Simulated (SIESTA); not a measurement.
# A series of single points on HfN

System: HfN (P6₃/mmc, 4 atoms in the cell).
Method: Kohn-Sham DFT of a periodic cell, PBEsol, PseudoDojo 0.4 standard, converted to PSML, no spin polarisation (SIESTA 5.4.2).

The 7 runs differ only in the geometry, by an even scaling of the cell at fixed fractional positions. The structure derives from a Materials Project entry.

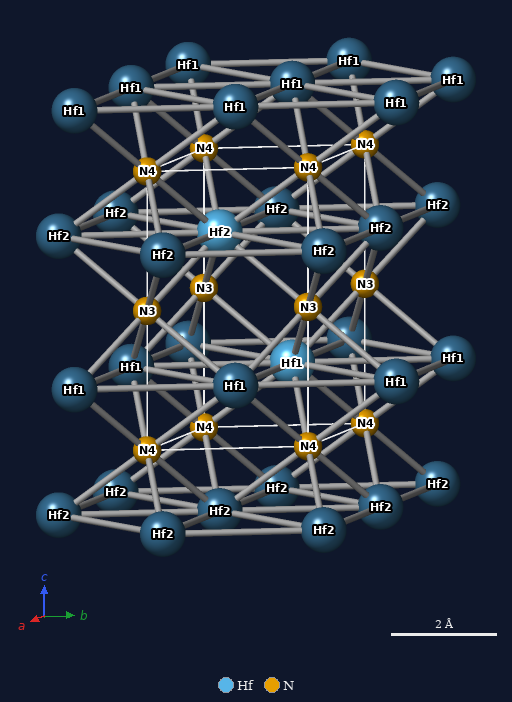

Figure 1. The structure of run 4 (ball-and-stick view of the cell of the calculation, seen slightly off an axis; neighbours outside the cell are drawn fainter; atoms are numbered from 1 in the order of the input). An atom can appear more than once, as a periodic image.

### Input of run 4
```
SystemName                      HfN
SystemLabel                     HfN
NumberOfSpecies                 2
NumberOfAtoms                   4
%block ChemicalSpeciesLabel
  1  72 Hf
  2   7 N
%endblock ChemicalSpeciesLabel

LatticeConstant                 1.0 Ang
%block LatticeVectors
     3.1339080219     0.0000000000     0.0000000000
    -1.5669540110     2.7140439601     0.0000000000
     0.0000000000     0.0000000000     5.4167677200
%endblock LatticeVectors
AtomicCoordinatesFormat         Fractional
%block AtomicCoordinatesAndAtomicSpecies
     0.3333333333     0.6666666667     0.2500000000  1  Hf
     0.6666666667     0.3333333333     0.7500000000  1  Hf
     0.0000000000     0.0000000000     0.5000000000  2  N
     0.0000000000     0.0000000000     0.0000000000  2  N
%endblock AtomicCoordinatesAndAtomicSpecies

%block kgrid.MonkhorstPack
   10   0   0  0.0
    0  10   0  0.0
    0   0   5  0.0
%endblock kgrid.MonkhorstPack
XC.Functional                   GGA
XC.Authors                      PBEsol
PAO.BasisSize                   DZP
PAO.EnergyShift                 0.003 Ry
Mesh.Cutoff                     800 Ry
OccupationFunction              FD
ElectronicTemperature           0.05 eV
MaxSCFIterations                120
SCF.MustConverge                false
SCF.Mixer.Method                Pulay
SCF.Mixer.Weight                0.25
SCF.Mixer.History               8
SCF.DM.Tolerance                5.0e-05
SCF.H.Tolerance                 1.0e-03 eV
WriteForces                     true
Charge.Mulliken                 end
%block PAO.Basis
  Hf 5
  n=5 0 2
    3.241 0.000
  n=6 0 2
    8.114 0.000
  n=5 1 2
    3.929 0.000
  n=6 1 1
    8.114
  n=5 2 2
    7.842 0.000
%endblock PAO.Basis
```

Command:
```bash
siesta HfN.fdf > HfN.out 2>&1
```

Lattice vectors (Å) and fractional positions of run 4:
```
   3.133908    0.000000    0.000000
  -1.566954    2.714044    0.000000
   0.000000    0.000000    5.416768
Hf  0.333333  0.666667  0.250000
Hf  0.666667  0.333333  0.750000
N   0.000000  0.000000  0.500000
N   0.000000  0.000000  0.000000
```

Run 5 differs from it as follows:
```diff
-     3.1339080219     0.0000000000     0.0000000000
-    -1.5669540110     2.7140439601     0.0000000000
-     0.0000000000     0.0000000000     5.4167677200
+     3.1546629845     0.0000000000     0.0000000000
+    -1.5773314923     2.7320182850     0.0000000000
+     0.0000000000     0.0000000000     5.4526413994
```

### Results, with one run withheld

```csv
run,volume per atom (Å³),"free energy per atom, from the lowest run given (meV)",pressure (GPa)
1,10.827,44.00,20.65
2,11.057,19.67,13.37
3,11.288,5.30,6.82
4,11.518,0.00,0.67
5,11.749,?,?
6,11.979,13.41,−9.58
7,12.209,30.42,−13.99
```

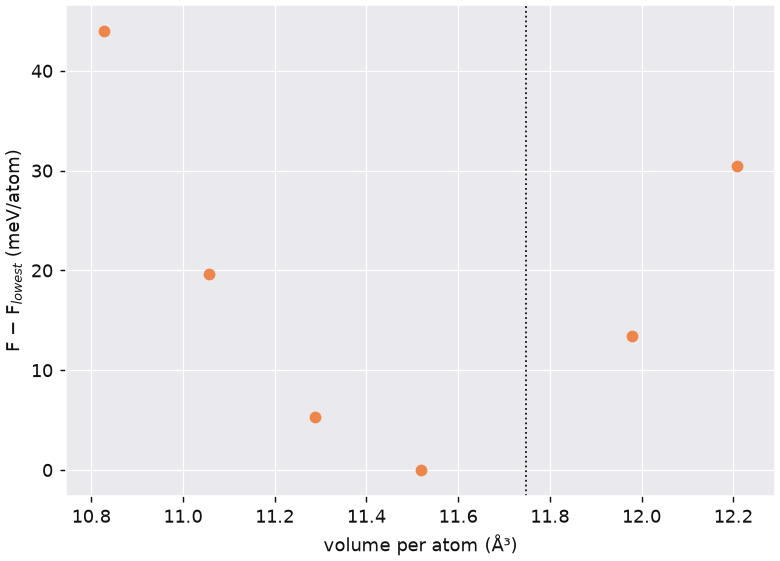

Figure 2. Free energy per atom of the runs given; the dotted line marks run 5.

What should run 5 give?

A cubic polynomial in V^(−2/3) (the Birch–Murnaghan form), fitted to the 6 runs given, misses them by at most 0.04 meV per atom. With x = V^(−2/3) − 0.19670 Å⁻², it reads F = 0.521 + 1139 x + 5.9746e+05 x² + 77976 x³ (meV per atom). At run 5 it gives 3.01 meV per atom, and the run itself gives 3.01. The slope of the fit gives a pressure −dF/dV of −4.73 GPa there, and the run prints −4.75 GPa. The fit has its minimum at 11.547 Å³ per atom, where V d²F/dV² gives 282 GPa. Cell shape and fractional positions are held, so this is the stiffness under even scaling; the relaxed bulk modulus wasn't computed.

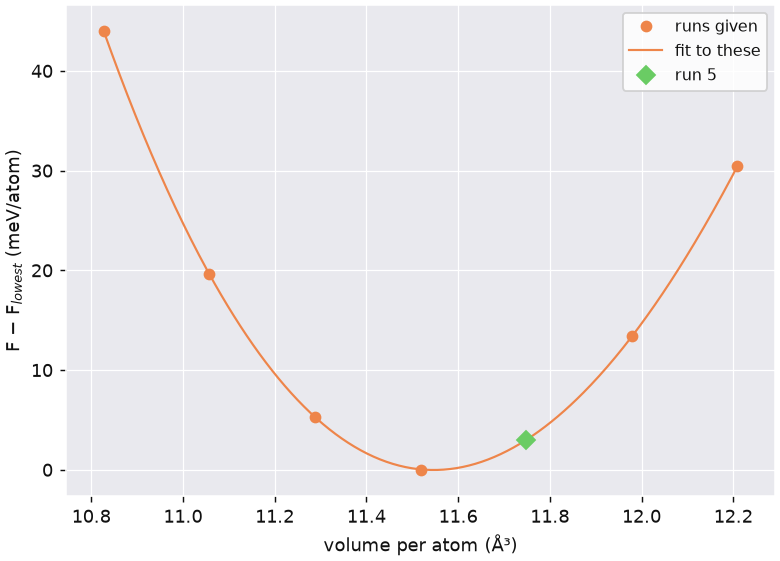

Figure 3. The fit and the withheld run.

### Some lines of the output (run 5)
```
[...]
outcell: Cell volume (Ang**3)        :     46.9941
stepf: Fermi-Dirac step function
siesta: Etot    =     -3628.234166
siesta: FreeEng =     -3628.246813
        iscf     Eharris(eV)        E_KS(eV)     FreeEng(eV)     dDmax    Ef(eV) dHmax(eV)
siesta: E_KS(eV) =            -3637.4218
siesta: E_KS - E_eggbox =     -3637.4218
siesta: Etot    =     -3637.421818
siesta: FreeEng =     -3637.433990
siesta:         Fermi =      -4.645436
siesta: Cell volume =         46.994119 Ang**3
    Orbital volume contribution        =           3.859379 eV
```

Notes: Points of doubt noted for this run: mulliken charges of long orbitals. Spin–orbit coupling is left out, which matters for Hf. With a small basis of atomic orbitals these values can differ much from converged plane-wave results.
